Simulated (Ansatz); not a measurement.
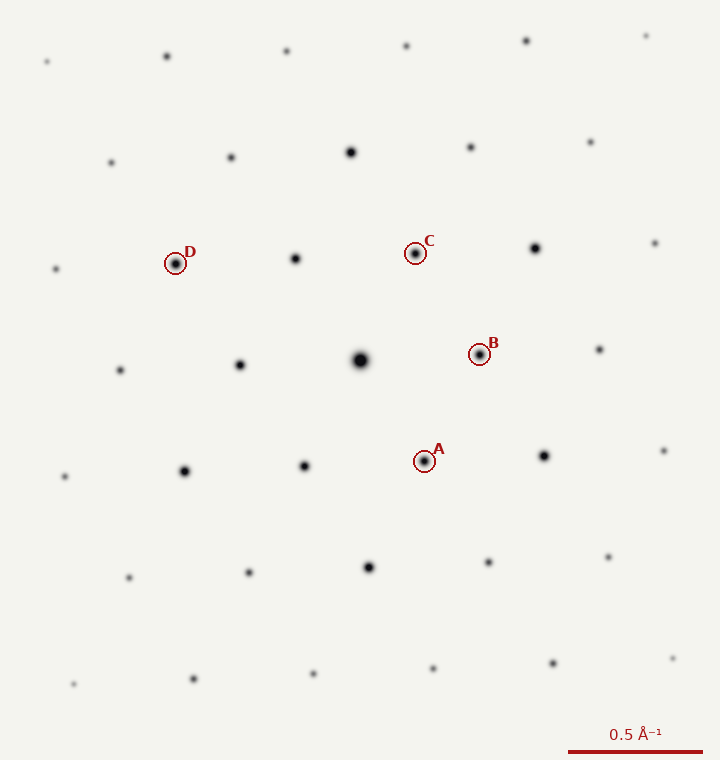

Simulated selected-area electron diffraction pattern (100 kV, kinematic approximation, thin crystal, B = 1 Å² for all atoms). The zone axis points towards the electron source and the pattern is seen from the source side.

The sample is Cu, space group P6_3/mmc (No. 194), a = 2.57 Å, c = 4.19 Å (hexagonal axes). Structure: coordinates from a relaxation with DFT PBE, scalar-relativistic, plane waves, PAW (Ansatz 0.2.0); the starting structure was generated, so it need not be a known form of this composition.

Spot A is indexed -1 0 0 and spot B 0 -1 0.

### What are the indices of the remaining marked spots?

C = −A + B = 1 -1 0 (d = 2.224 Å). D = −A − B = 1 1 0 (d = 1.284 Å).

### Find the zone axis.

The cross product of A and B is parallel to [001]; every spot obeys hu + kv + lw = 0.
